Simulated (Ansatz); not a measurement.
**Geometry relaxation of TaN (part 1 of 2)**

TaN (P6₃/mmc, 4 atoms in the cell), computed with DFT, PBE, PAW with Ansatz's default frozen-core files, scalar-relativistic, no spin polarisation (Ansatz 0.2.0).

The structure was built on a prototype by a generator; it need not be a known phase. Its volume is 0.78 times that of the source entry. It belongs to a series of runs on one base structure; here: NiAs relaxed under pressure, PAW files. Figures and captions count atoms from 1; the log counts them from 0 in places.

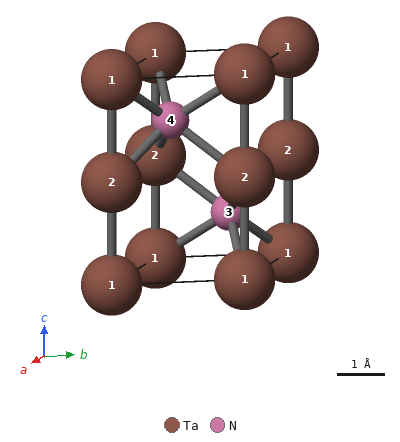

Figure 1. The input geometry (ball-and-stick view of the cell of the calculation, seen slightly off an axis; atoms are numbered from 1 in the order of the input). Near neighbours in the crystal (not all of them lie inside the picture): Ta has 6 N at 2.03 Å and 2 Ta at 2.27 Å; N has 6 Ta at 2.03 Å.

### Input file
```yaml
crystal:
  lattice:
    - [2.9256427458, 0.0, 0.0]
    - [-1.4628213729, 2.5336809402, 0.0]
    - [0.0, 0.0, 4.5347462559]
  atoms:
    - { symbol: Ta, position: [0.0, 0.0, 0.0] }
    - { symbol: Ta, position: [0.0, 0.0, 0.5] }
    - { symbol: "N", position: [0.3333333333, 0.6666666667, 0.25] }
    - { symbol: "N", position: [0.6666666667, 0.3333333333, 0.75] }
kpoints:
  mp_grid: { grid: [11, 11, 6] }
scf:
  occupations: { method: fermi_dirac, width: 0.05 }
hamiltonian:
  xc: pbe
  pseudopotentials: { kind: paw }
output:
  forces: true
  stress: true
  eigenvalues: true
relax:
  f_tol: 0.005
  max_steps: 40
  cell: { p_target: 140.0, stress_tol: 0.07 }
```

Run on 1 thread of Intel Xeon @ 2.50GHz (Skylake/Cascade Lake), 64 GiB of memory available, shared host.

Launch command:
```bash
ansatz run input.yaml --threads 1 --pin off --max-ram 3584MiB --backend cpu --events-out ev --progress --plain --runs-dir out
```

### Log
```
Engine: ansatz 0.2.0, x86_64-unknown-linux-gnu
Pseudopotentials: kind: paw
Pseudopotential: Ta, paw, valence charge 13, recommended cutoff 420 eV (normal), Ta.paw.azcp
Pseudopotential: N, paw, valence charge 5, recommended cutoff 420 eV (normal), N.paw.azcp
Functional definition: PBE
  parameter kappa = 0.804
  parameter beta = 0.06672455060314922
  exchange = pbe_x(kappa = kappa, mu = beta*pi^2/3)
  correlation = pbe_c(beta = beta)
Crystal: 4 atoms, lattice volume = 33.614 Å³
Basis set: ecut = 420 eV, 627 PW (Γ), exchange–correlation on 40×40×64 points (8 copies of the dense FFT grid, shifted against one another)
Bands: 22, of which v1, the nominal top of the filled ones, is band 18 counted from 1 (17 counted from 0)
Symmetry: 24 space group operations
Space group: P63/mmc (ITA 194), of the structure as read, at distance tolerance 3.2e-5 Å
k-points: 64 of 726
Non-local potential: Ta, projectors of the file, l = 0: 3, l = 1: 2, l = 2: 2, l = 3: 1
Non-local potential: N, projectors of the file, l = 0: 2, l = 1: 2, l = 2: 1
PAW form: soft (Blöchl's): semilocal exchange-correlation on the pseudo side does not see the compensation charge
PAW one-centre angular grid: Ta, 590 points (default); XC on 64 Gauss nodes
PAW one-centre angular grid: N, 110 points (default); XC on 64 Gauss nodes
Initial density: superposition of atomic densities (neutral atoms: chi_scale 0, normalization atom), corrected by the library's trained network
Initial wavefunctions: pseudopotential atomic-orbital guess
Functional: x = pbe(κ = 0.804, μ = 0.2195149727645171), c = pbe(β = 0.06672455060314922)
SCF iter   1: F=—  HF=-20628.535239 eV  |F-HF|=—  |Δ(HF+E_count)|=         —  Δρ=1.65e-2  dr2=4.76e-2  ethr=1.77e-3  ⟨swp⟩=5.8  Hψ=6707  notcnv=0
preconditioner: auto → none  [metal: Δε(μ)=0.049 eV  Ē_g=11.255 eV  σ=0.050 eV  W_gap=0.24  n_scr=8 (ndim 8)  ℏωp=28.6 eV  f_vac=0.000  D(μ)=1.29/eV (n_scr^D=8)  sad-step TF]
SCF iter   2: F=—  HF=-20628.528164 eV  |F-HF|=—  |Δ(HF+E_count)|=   7.08e-3  Δρ=9.92e-3  dr2=1.80e-2  ethr=1.32e-4  ⟨swp⟩=1.2  Hψ=1934  notcnv=0
SCF iter   3: F=—  HF=-20628.524372 eV  |F-HF|=—  |Δ(HF+E_count)|=   3.79e-3  Δρ=5.29e-4  dr2=3.27e-5  ethr=5.01e-5  ⟨swp⟩=2.1  Hψ=1865  notcnv=0
SCF iter   4: F=—  HF=-20628.524411 eV  |F-HF|=—  |Δ(HF+E_count)|=   3.95e-5  Δρ=1.37e-4  dr2=4.81e-6  ethr=9.07e-8  ⟨swp⟩=2.2  Hψ=2513  notcnv=0
SCF iter   5: F=—  HF=-20628.524410 eV  |F-HF|=—  |Δ(HF+E_count)|=   8.60e-7  Δρ=3.01e-5  dr2=1.33e-7  ethr=1.34e-8  ⟨swp⟩=2.0  Hψ=2072  notcnv=0
SCF iter   6: F=-20628.524410 eV  HF=-20628.524410 eV  |F-HF|=4.40e-10  |Δ(HF+E_count)|=   4.58e-9  Δρ=4.13e-6  dr2=1.57e-9  ethr=2.78e-10  ⟨swp⟩=5.6  Hψ=5842  notcnv=0
SCF 1 converged in 6 iterations: F = -20628.524410 eV  dr2 = 1.57e-9
  greatest PAW one-centre occupation: 0.999 electrons in one spin orbital (limit 2), on the Ta atom at site 1 (counted from 0), in its partial waves of l = 0
relax step   1: F+E_penalty+E_count = -20628.52441029 eV  Δ(F+E_penalty+E_count) = +0.000e0 eV  max|allowed force component| = 9.252e-17 eV/Å  Δτ_max = 0.0000 Å  P = +185.494 GPa  Ω = 33.614 Å³  (6 SCF iters, dr2 threshold 1.00e-7 eV, accepted)
Crystal: 4 atoms, lattice volume = 34.646 Å³
Basis set: ecut = 420 eV, 687 PW (Γ), exchange–correlation on 40×40×64 points (8 copies of the dense FFT grid, shifted against one another)
Initial density: handed on by an earlier stage of this run
Initial wavefunctions: those handed on with the density
iter 1 solved again at ethr=2.91e-4 eV; its pass at ethr=3.10e-3 eV (dr2=1.05e-1 eV) is discarded
SCF iter   1: F=—  HF=-20630.735231 eV  |F-HF|=—  |Δ(HF+E_count)|=         —  Δρ=1.72e-2  dr2=1.06e-1  ethr=2.91e-4  ⟨swp⟩=1.1  Hψ=10105  notcnv=0
preconditioner: auto → Kerker (q_TF=auto, 2.746 Å⁻¹)  [metal: Δε(μ)=0.040 eV  Ē_g=10.960 eV  σ=0.050 eV  W_gap=0.20  n_scr=10 (ndim 8)  ℏωp=28.2 eV  f_vac=0.000  D(μ)=1.88/eV (n_scr^D=22)]
SCF iter   2: F=—  HF=-20630.707811 eV  |F-HF|=—  |Δ(HF+E_count)|=   2.74e-2  Δρ=9.19e-3  dr2=3.35e-2  ethr=2.91e-4  ⟨swp⟩=2.8  Hψ=2157  notcnv=0
SCF iter   3: F=—  HF=-20630.695110 eV  |F-HF|=—  |Δ(HF+E_count)|=   1.27e-2  Δρ=2.27e-3  dr2=1.88e-3  ethr=9.31e-5  ⟨swp⟩=3.0  Hψ=2697  notcnv=0
SCF iter   4: F=—  HF=-20630.694515 eV  |F-HF|=—  |Δ(HF+E_count)|=   5.95e-4  Δρ=5.29e-4  dr2=5.34e-5  ethr=5.22e-6  ⟨swp⟩=2.0  Hψ=2058  notcnv=0
SCF iter   5: F=—  HF=-20630.694462 eV  |F-HF|=—  |Δ(HF+E_count)|=   5.36e-5  Δρ=8.40e-5  dr2=1.48e-6  ethr=1.48e-7  ⟨swp⟩=2.2  Hψ=2432  notcnv=0
SCF iter   6: F=-20630.694462 eV  HF=-20630.694462 eV  |F-HF|=9.93e-10  |Δ(HF+E_count)|=   3.86e-7  Δρ=1.29e-5  dr2=3.50e-8  ethr=1.11e-9  ⟨swp⟩=6.3  Hψ=6412  notcnv=0
SCF 2 converged in 6 iterations: F = -20630.694462 eV  dr2 = 3.50e-8
relax step   2: F+E_penalty+E_count = -20630.69446196 eV  Δ(F+E_penalty+E_count) = -2.170e0 eV  max|allowed force component| = 4.626e-17 eV/Å  Δτ_max = 0.0000 Å  P = +148.363 GPa  Ω = 34.646 Å³  energy of the carried Pulay correction = -3.783e-3 eV  (6 SCF iters, dr2 threshold 4.00e-7 eV, accepted)
Crystal: 4 atoms, lattice volume = 34.479 Å³
Basis set: ecut = 420 eV, 677 PW (Γ), exchange–correlation on 40×40×64 points (8 copies of the dense FFT grid, shifted against one another)
iter 1 solved again at ethr=3.26e-4 eV; its pass at ethr=3.10e-3 eV (dr2=1.17e-1 eV) is discarded
SCF iter   1: F=—  HF=-20631.781674 eV  |F-HF|=—  |Δ(HF+E_count)|=         —  Δρ=1.76e-2  dr2=1.17e-1  ethr=3.26e-4  ⟨swp⟩=1.0  Hψ=10412  notcnv=0
preconditioner: auto → Kerker (q_TF=auto, 2.748 Å⁻¹)  [metal: Δε(μ)=0.056 eV  Ē_g=11.080 eV  σ=0.050 eV  W_gap=0.27  n_scr=10 (ndim 8)  ℏωp=28.3 eV  f_vac=0.000  D(μ)=1.73/eV (n_scr^D=22)]
SCF iter   2: F=—  HF=-20631.751739 eV  |F-HF|=—  |Δ(HF+E_count)|=   2.99e-2  Δρ=1.04e-2  dr2=4.32e-2  ethr=3.26e-4  ⟨swp⟩=2.0  Hψ=1585  notcnv=0
SCF iter   3: F=—  HF=-20631.734668 eV  |F-HF|=—  |Δ(HF+E_count)|=   1.71e-2  Δρ=1.69e-3  dr2=8.53e-4  ethr=1.20e-4  ⟨swp⟩=3.1  Hψ=2726  notcnv=0
SCF iter   4: F=—  HF=-20631.734468 eV  |F-HF|=—  |Δ(HF+E_count)|=   2.00e-4  Δρ=6.32e-4  dr2=6.04e-5  ethr=2.37e-6  ⟨swp⟩=2.0  Hψ=1998  notcnv=0
SCF iter   5: F=—  HF=-20631.734283 eV  |F-HF|=—  |Δ(HF+E_count)|=   1.85e-4  Δρ=7.84e-5  dr2=1.25e-6  ethr=1.68e-7  ⟨swp⟩=2.2  Hψ=2422  notcnv=0
SCF iter   6: F=-20631.734283 eV  HF=-20631.734283 eV  |F-HF|=1.82e-9  |Δ(HF+E_count)|=   4.76e-8  Δρ=1.25e-5  dr2=2.76e-8  ethr=1.11e-9  ⟨swp⟩=6.6  Hψ=6515  notcnv=0
the search or the solves at the SCF's close seem to have found levels that the self-consistency loop had missed (the run counts 1). By its estimate they hold under 1e-12 electrons; where the run keeps them, the occupations were computed again with them
SCF 3 converged in 6 iterations: F = -20631.734283 eV  dr2 = 2.76e-8
relax step   3: F+E_penalty+E_count = -20631.73428324 eV  Δ(F+E_penalty+E_count) = -1.040e0 eV  max|allowed force component| = 5.274e-16 eV/Å  Δτ_max = 0.0000 Å  P = +142.228 GPa  Ω = 34.479 Å³  energy of the carried Pulay correction = -3.034e-3 eV  (6 SCF iters, dr2 threshold 4.00e-7 eV, accepted)
Crystal: 4 atoms, lattice volume = 33.931 Å³
Basis set: ecut = 420 eV, 659 PW (Γ), exchange–correlation on 40×40×64 points (8 copies of the dense FFT grid, shifted against one another)
iter 1 solved again at ethr=3.33e-4 eV; its pass at ethr=3.10e-3 eV (dr2=1.20e-1 eV) is discarded
SCF iter   1: F=—  HF=-20632.291999 eV  |F-HF|=—  |Δ(HF+E_count)|=         —  Δρ=1.75e-2  dr2=1.20e-1  ethr=3.33e-4  ⟨swp⟩=1.0  Hψ=10490  notcnv=0
preconditioner: auto → Kerker (q_TF=auto, 2.755 Å⁻¹)  [metal: Δε(μ)=0.052 eV  Ē_g=11.272 eV  σ=0.050 eV  W_gap=0.25  n_scr=10 (ndim 8)  ℏωp=28.5 eV  f_vac=0.000  D(μ)=1.52/eV (n_scr^D=10)]
SCF iter   2: F=—  HF=-20632.260595 eV  |F-HF|=—  |Δ(HF+E_count)|=   3.14e-2  Δρ=1.07e-2  dr2=4.70e-2  ethr=3.33e-4  ⟨swp⟩=2.0  Hψ=1634  notcnv=0
SCF iter   3: F=—  HF=-20632.240993 eV  |F-HF|=—  |Δ(HF+E_count)|=   1.96e-2  Δρ=1.23e-3  dr2=2.67e-4  ethr=1.30e-4  ⟨swp⟩=3.1  Hψ=2763  notcnv=0
SCF iter   4: F=—  HF=-20632.240700 eV  |F-HF|=—  |Δ(HF+E_count)|=   2.93e-4  Δρ=4.61e-4  dr2=4.30e-5  ethr=7.41e-7  ⟨swp⟩=2.0  Hψ=2013  notcnv=0
SCF iter   5: F=—  HF=-20632.240694 eV  |F-HF|=—  |Δ(HF+E_count)|=   5.35e-6  Δρ=5.67e-5  dr2=7.75e-7  ethr=1.19e-7  ⟨swp⟩=2.0  Hψ=2023  notcnv=0
SCF iter   6: F=-20632.240695 eV  HF=-20632.240695 eV  |F-HF|=1.68e-9  |Δ(HF+E_count)|=   1.40e-7  Δρ=1.59e-5  dr2=5.88e-8  ethr=1.11e-9  ⟨swp⟩=6.2  Hψ=6276  notcnv=0
SCF 4 converged in 6 iterations: F = -20632.240695 eV  dr2 = 5.88e-8
relax step   4: F+E_penalty+E_count = -20632.24069463 eV  Δ(F+E_penalty+E_count) = -5.064e-1 eV  max|allowed force component| = 1.110e-16 eV/Å  Δτ_max = 0.0000 Å  P = +146.699 GPa  Ω = 33.931 Å³  energy of the carried Pulay correction = -8.382e-4 eV  (6 SCF iters, dr2 threshold 4.00e-7 eV, accepted)
Crystal: 4 atoms, lattice volume = 33.559 Å³
Basis set: ecut = 420 eV, 673 PW (Γ), exchange–correlation on 40×40×64 points (8 copies of the dense FFT grid, shifted against one another)
iter 1 solved again at ethr=1.83e-4 eV; its pass at ethr=3.10e-3 eV (dr2=6.58e-2 eV) is discarded
SCF iter   1: F=—  HF=-20632.399293 eV  |F-HF|=—  |Δ(HF+E_count)|=         —  Δρ=1.32e-2  dr2=6.62e-2  ethr=1.83e-4  ⟨swp⟩=1.0  Hψ=10363  notcnv=0
preconditioner: auto → Kerker (q_TF=auto, 2.760 Å⁻¹)  [metal: Δε(μ)=0.046 eV  Ē_g=21.461 eV  σ=0.050 eV  W_gap=0.22  n_scr=10 (ndim 8)  ℏωp=36.3 eV  f_vac=0.000  D(μ)=0.89/eV (n_scr^D=2)]
SCF iter   2: F=—  HF=-20632.382235 eV  |F-HF|=—  |Δ(HF+E_count)|=   1.71e-2  Δρ=8.10e-3  dr2=2.59e-2  ethr=1.83e-4  ⟨swp⟩=1.7  Hψ=1482  notcnv=0
SCF iter   3: F=—  HF=-20632.371151 eV  |F-HF|=—  |Δ(HF+E_count)|=   1.11e-2  Δρ=1.17e-3  dr2=3.90e-4  ethr=7.21e-5  ⟨swp⟩=3.1  Hψ=2808  notcnv=0
SCF iter   4: F=—  HF=-20632.370903 eV  |F-HF|=—  |Δ(HF+E_count)|=   2.48e-4  Δρ=5.02e-4  dr2=3.72e-5  ethr=1.08e-6  ⟨swp⟩=2.0  Hψ=1996  notcnv=0
SCF iter   5: F=—  HF=-20632.370903 eV  |F-HF|=—  |Δ(HF+E_count)|=   2.57e-7  Δρ=5.02e-5  dr2=4.97e-7  ethr=1.03e-7  ⟨swp⟩=2.1  Hψ=2530  notcnv=0
SCF iter   6: F=-20632.370903 eV  HF=-20632.370903 eV  |F-HF|=1.49e-10  |Δ(HF+E_count)|=   7.30e-8  Δρ=1.04e-5  dr2=2.87e-8  ethr=1.11e-9  ⟨swp⟩=5.3  Hψ=5792  notcnv=0
SCF 5 converged in 6 iterations: F = -20632.370903 eV  dr2 = 2.87e-8
relax step   5: F+E_penalty+E_count = -20632.37090332 eV  Δ(F+E_penalty+E_count) = -1.302e-1 eV  max|allowed force component| = 2.961e-16 eV/Å  Δτ_max = 0.0000 Å  P = +148.970 GPa  Ω = 33.559 Å³  energy of the carried Pulay correction = +7.112e-4 eV  (6 SCF iters, dr2 threshold 4.00e-7 eV, accepted)
Crystal: 4 atoms, lattice volume = 33.933 Å³
iter 1 solved again at ethr=1.91e-5 eV; its pass at ethr=3.10e-3 eV (dr2=6.86e-3 eV) is discarded
SCF iter   1: F=—  HF=-20632.726556 eV  |F-HF|=—  |Δ(HF+E_count)|=         —  Δρ=4.66e-3  dr2=7.03e-3  ethr=1.91e-5  ⟨swp⟩=1.4  Hψ=9042  notcnv=0
preconditioner: auto → Kerker (q_TF=auto, 2.755 Å⁻¹)  [metal: Δε(μ)=0.049 eV  Ē_g=21.305 eV  σ=0.050 eV  W_gap=0.23  n_scr=10 (ndim 8)  ℏωp=36.0 eV  f_vac=0.000  D(μ)=0.88/eV (n_scr^D=2)]
SCF iter   2: F=—  HF=-20632.724817 eV  |F-HF|=—  |Δ(HF+E_count)|=   1.74e-3  Δρ=1.89e-3  dr2=1.24e-3  ethr=1.91e-5  ⟨swp⟩=2.0  Hψ=1865  notcnv=0
SCF iter   3: F=—  HF=-20632.724407 eV  |F-HF|=—  |Δ(HF+E_count)|=   4.10e-4  Δρ=7.19e-4  dr2=2.02e-4  ethr=3.44e-6  ⟨swp⟩=2.5  Hψ=2086  notcnv=0
SCF iter   4: F=—  HF=-20632.724255 eV  |F-HF|=—  |Δ(HF+E_count)|=   1.51e-4  Δρ=1.08e-4  dr2=2.10e-6  ethr=5.60e-7  ⟨swp⟩=2.9  Hψ=2462  notcnv=0
SCF iter   5: F=-20632.724256 eV  HF=-20632.724256 eV  |F-HF|=2.43e-9  |Δ(HF+E_count)|=   1.12e-7  Δρ=1.52e-5  dr2=4.44e-8  ethr=1.11e-9  ⟨swp⟩=7.1  Hψ=6539  notcnv=0
SCF 6 converged in 5 iterations: F = -20632.724256 eV  dr2 = 4.44e-8
relax step   6: F+E_penalty+E_count = -20632.72425557 eV  Δ(F+E_penalty+E_count) = -3.534e-1 eV  max|allowed force component| = 2.868e-16 eV/Å  Δτ_max = 0.0000 Å  P = +137.600 GPa  Ω = 33.933 Å³  energy of the carried Pulay correction = -6.763e-4 eV  (5 SCF iters, dr2 threshold 4.00e-7 eV, accepted)
Crystal: 4 atoms, lattice volume = 33.836 Å³
iter 1 solved again at ethr=3.36e-7 eV; its pass at ethr=3.10e-3 eV (dr2=1.21e-4 eV) is discarded
SCF iter   1: F=—  HF=-20632.641019 eV  |F-HF|=—  |Δ(HF+E_count)|=         —  Δρ=6.55e-4  dr2=1.20e-4  ethr=3.36e-7  ⟨swp⟩=2.0  Hψ=8696  notcnv=0
preconditioner: auto → Kerker (q_TF=auto, 2.757 Å⁻¹)  [metal: Δε(μ)=0.059 eV  Ē_g=21.336 eV  σ=0.050 eV  W_gap=0.28  n_scr=10 (ndim 8)  ℏωp=36.0 eV  f_vac=0.000  D(μ)=0.93/eV (n_scr^D=2)]
SCF iter   2: F=—  HF=-20632.640919 eV  |F-HF|=—  |Δ(HF+E_count)|=   1.00e-4  Δρ=2.27e-4  dr2=1.81e-5  ethr=3.33e-7  ⟨swp⟩=2.0  Hψ=1980  notcnv=0
SCF iter   3: F=—  HF=-20632.640914 eV  |F-HF|=—  |Δ(HF+E_count)|=   4.53e-6  Δρ=9.92e-5  dr2=4.18e-6  ethr=5.02e-8  ⟨swp⟩=2.7  Hψ=2185  notcnv=0
SCF iter   4: F=-20632.640913 eV  HF=-20632.640913 eV  |F-HF|=1.46e-9  |Δ(HF+E_count)|=   1.44e-6  Δρ=1.58e-5  dr2=5.97e-8  ethr=1.11e-9  ⟨swp⟩=3.4  Hψ=6365  notcnv=0
SCF 7 converged in 4 iterations: F = -20632.640913 eV  dr2 = 5.97e-8
relax step   7: F+E_penalty+E_count = -20632.64091294 eV  Δ(F+E_penalty+E_count) = +8.334e-2 eV  max|allowed force component| = 2.313e-16 eV/Å  Δτ_max = 0.0000 Å  P = +139.954 GPa  Ω = 33.836 Å³  energy of the carried Pulay correction = -3.075e-4 eV  (4 SCF iters, dr2 threshold 4.00e-7 eV, accepted)
Basis set: ecut = 420 eV, 673 PW (Γ), exchange–correlation on 36×36×80 points (8 copies of the dense FFT grid, shifted against one another)
Initial wavefunctions: pseudopotential atomic-orbital guess (no wavefunctions were taken with the density)
iter 1 solved again at ethr=1.35e-6 eV; its pass at ethr=3.10e-3 eV (dr2=4.86e-4 eV) is discarded
SCF iter   1: F=—  HF=-20632.727430 eV  |F-HF|=—  |Δ(HF+E_count)|=         —  Δρ=3.09e-3  dr2=5.43e-4  ethr=1.35e-6  ⟨swp⟩=2.6  Hψ=9915  notcnv=0
preconditioner: auto → Kerker (q_TF=auto, 2.757 Å⁻¹)  [metal: Δε(μ)=0.061 eV  Ē_g=21.335 eV  σ=0.050 eV  W_gap=0.30  n_scr=10 (ndim 8)  ℏωp=36.0 eV  f_vac=0.000  D(μ)=0.94/eV (n_scr^D=2)]
SCF iter   2: F=—  HF=-20632.727956 eV  |F-HF|=—  |Δ(HF+E_count)|=   5.26e-4  Δρ=1.57e-3  dr2=9.36e-5  ethr=1.35e-6  ⟨swp⟩=2.0  Hψ=1961  notcnv=0
SCF iter   3: F=—  HF=-20632.728216 eV  |F-HF|=—  |Δ(HF+E_count)|=   2.59e-4  Δρ=4.36e-4  dr2=8.26e-6  ethr=2.60e-7  ⟨swp⟩=2.4  Hψ=1874  notcnv=0
SCF iter   4: F=—  HF=-20632.728236 eV  |F-HF|=—  |Δ(HF+E_count)|=   2.01e-5  Δρ=1.99e-5  dr2=4.80e-8  ethr=2.30e-8  ⟨swp⟩=2.0  Hψ=1959  notcnv=0
SCF iter   5: F=—  HF=-20632.728235 eV  |F-HF|=—  |Δ(HF+E_count)|=   2.39e-7  Δρ=2.75e-6  dr2=2.36e-9  ethr=1.33e-10  ⟨swp⟩=2.1  Hψ=2288  notcnv=0
SCF iter   6: F=—  HF=-20632.728235 eV  |F-HF|=—  |Δ(HF+E_count)|=  7.64e-11  Δρ=7.04e-7  dr2=1.39e-10  ethr=6.55e-12  ⟨swp⟩=2.4  Hψ=2385  notcnv=0
SCF iter   7: F=-20632.728235 eV  HF=-20632.728235 eV  |F-HF|=3.64e-12  |Δ(HF+E_count)|=  2.55e-11  Δρ=1.22e-7  dr2=4.13e-12  ethr=1.00e-12  ⟨swp⟩=4.7  Hψ=4779  notcnv=0
SCF 8 converged in 7 iterations: F = -20632.728235 eV  dr2 = 4.13e-12
  greatest PAW one-centre occupation: 1.000 electrons in one spin orbital (limit 2), on the Ta atom at site 1 (counted from 0), in its partial waves of l = 0
```
